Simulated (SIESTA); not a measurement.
System: HfO₂, space group P4_2/nmc (No. 137).

Starting cell:
```xyz
6
Lattice="3.5580 0.0000 0.0000 0.0000 3.5580 0.0000 0.0000 0.0000 5.1719" Properties=species:S:1:pos:R:3 pbc="T T T"
Hf    0.0000    0.0000    0.0000
Hf    1.7790    1.7790    2.5859
O     0.0000    1.7790    1.0199
O     1.7790    0.0000    1.5660
O     1.7790    0.0000    4.1519
O     0.0000    1.7790    3.6059
```

How it was computed, with SIESTA 5.4.2: DFT in numerical atomic orbitals with pseudopotentials, no spin polarisation; energies at scaled volumes of the given cell, shape and fractions fixed, counted from the fit's minimum, third-order Birch-Murnaghan fit. Level: LDA.

k mesh 6×6×4; occupations Fermi–Dirac; smearing width 0.05 eV; potentials PseudoDojo 0.4 standard, converted to PSML, two zetas on semicore shells; program settings basis DZP, mesh cutoff 800 Ry.

Predict the energy and pressure against volume. The volume takes the values 10.26, 10.48, 10.69, 10.91, 11.13, 11.35, 11.57 Å³/atom.

A third-order Birch–Murnaghan fit gives V0 = 10.77 Å³/atom, B0 = 270 GPa and B′ = 4.2. The energy is 22.55 meV/atom at volume 10.26 Å³/atom and 43.73 meV/atom at 11.57 Å³/atom; the lowest computed point is at volume 10.69 Å³/atom (0.48 meV/atom), and no other minimum shows. The pressure falls from 14.67 GPa at volume 10.26 Å³/atom to −16.55 GPa at 11.57 Å³/atom, and changes sign near 10.78 Å³/atom.

```
volume (Å³/atom)  energy (meV/atom)  pressure (GPa)
           10.26              22.55           14.67
           10.48               7.21            7.99
           10.69               0.48            2.02
           10.91               1.50           -3.39
           11.13               9.51           -8.26
           11.35              23.80          -12.62
           11.57              43.73          -16.55
```

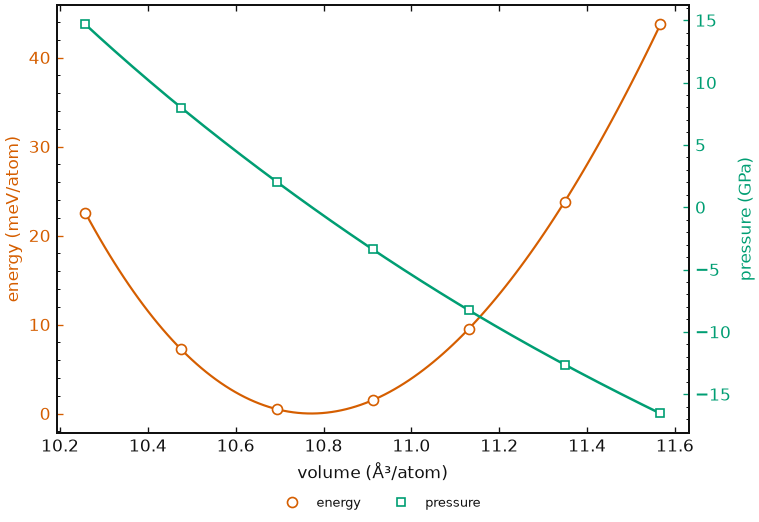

Note: mulliken charges of long orbitals; short basis over semicore shells; shape and atomic fractions are frozen while scaling, which makes layered, chain and framework solids too stiff.
